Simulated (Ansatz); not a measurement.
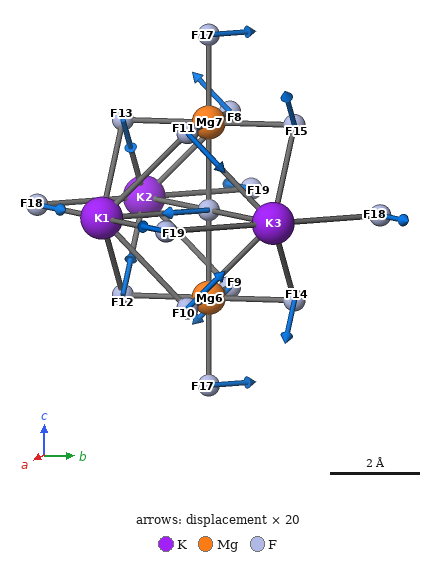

This is a relaxation of a defect cell of composition K3Mg4F12 (cell charge −1). The starting structure is drawn; blue arrows show the displacements, magnified 20 times.

A ball-and-stick model of the atoms within 4.2 Å of the atom that moves most (axes of the conventional cell (2 times the calculation's cell)), seen slightly off an axis. Lengths and directions refer to the drawn axes.

Case: K vacancy, atoms relaxed.

Computed with DFT PBEsol, scalar-relativistic, plane waves, PAW (Ansatz 0.2.0). Settings: plane-wave cutoff 420 eV; k-point mesh 4 × 4 × 4; occupations gaussian; smearing width 0.05 eV; no spin polarisation; atoms relaxed in a fixed cell; force threshold 0.02 eV/Å; at most 50 steps.

Describe the change and its energy.

After 2 geometry steps the energy has fallen by 0.131 eV per cell of the calculation. Largest force component: 0.25 eV/Å at the start, under 0.0001 eV/Å at the end. The largest moves, 0.063 Å, are those of F atoms. Mg and K stay in place. The cell doesn't change. Near-neighbour distances that change, for instance: F–K 2.822 → 2.759 Å. Bond angles that change, for instance: Mg–F–Mg 180.0° → 176.4°, K–F–K 180.0° → 177.4°, F–Mg–F 90.0° → 87.5°.

Limits of the set-up: the periodic images lie only 6.9 Å apart, so the values are limited by the cell's size; the cell is charged, on a uniform background, and energies carry no finite-size correction.
